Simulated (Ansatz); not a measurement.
The coordinates of a crystal:

Space group P-3m1 (No. 164). a = 3.032 Å, b = 3.032 Å, c = 7.524 Å, α = 90.00°, β = 90.00°, γ = 120.00°
```json
{"atom": "Ta", "site": "1b", "symmetry": "-3m.", "x": "0.0000", "y": "0.0000", "z": "0.5000"}
{"atom": "Ta", "site": "2d", "symmetry": "3m.", "x": "0.3333", "y": "0.6667", "z": "0.1739"}
{"atom": "N", "site": "1a", "symmetry": "-3m.", "x": "0.0000", "y": "0.0000", "z": "0.0000"}
```

> Work out the structure from the coordinates.

The stoichiometry is Ta$_{3}$N. The lattice is primitive hexagonal and the space group P-3m1 (No. 164). The cell comprises 1 formula unit: 3 Ta, 1 N. Taking every contact within bonding distance, one finds Ta 12 and N 6. Not all metal-metal contacts are counted.

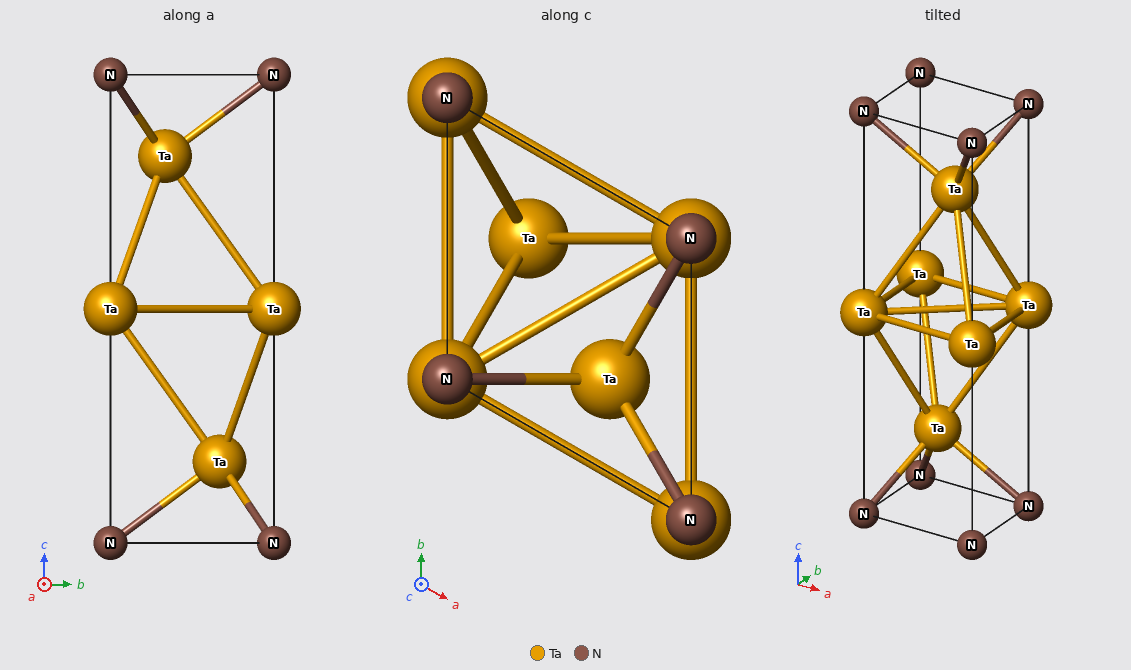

View along the a axis, along the c axis and slightly off an axis, drawn as a ball-and-stick model. The lines enclose the conventional unit cell; boundary atoms appear with their images.

Provenance: a structure listed in the Materials Project. Earlier steps of the study may have refined or changed the cell and positions. It went into a calculation with Ansatz.
